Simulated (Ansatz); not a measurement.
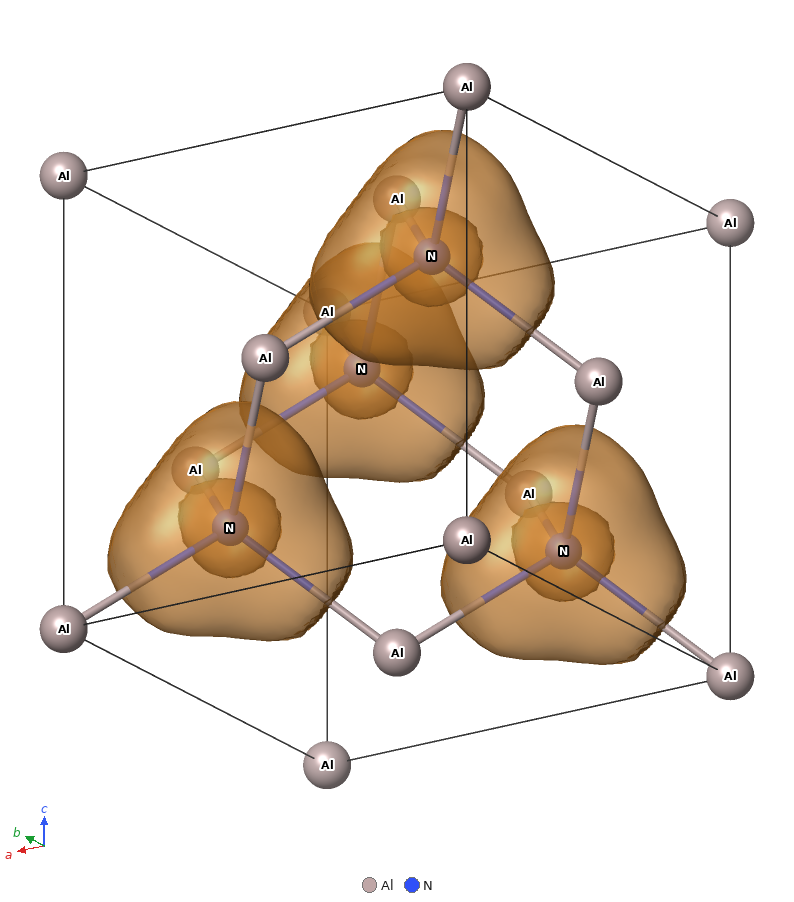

Figure. AlN. Isosurface of the electron localisation function at 0.7 (orange), seen at an oblique angle. Only the valence region is drawn (cores and ρ < 0.01 e/Å³ removed). Sticks mark near contacts.

Space group F-43m; a structure from a database of computed crystals, not necessarily the ambient phase.

Theory: DFT PBE, scalar-relativistic, plane waves, PAW (Ansatz).

In a PAW calculation such maps are meaningful between the atoms, not at the nuclei.

```
CELL_PARAMETERS angstrom
0.00000 0.00000 4.40317
0.00000 -4.40317 0.00000
4.40317 0.00000 0.00000
ATOMIC_POSITIONS crystal
Al 0.50000 0.00000 0.50000
Al 0.00000 0.50000 0.50000
Al 0.50000 0.50000 0.00000
Al 0.00000 0.00000 0.00000
N 0.75000 0.75000 0.25000
N 0.25000 0.25000 0.25000
N 0.75000 0.25000 0.75000
N 0.25000 0.75000 0.75000
```

Q: Describe the localisation domains.

A: At this value the surface marks out four regions on N in which the atom's valence shell and bonds are merged, counted in one cell of 8 atoms. Regions shared between cells count once. Profiles from the grid: Al–N (1.91 Å): the ELF peaks at about 0.90 in the valence shell of N, 0.8 Å from its nucleus, and is about 0.85 at the midpoint.
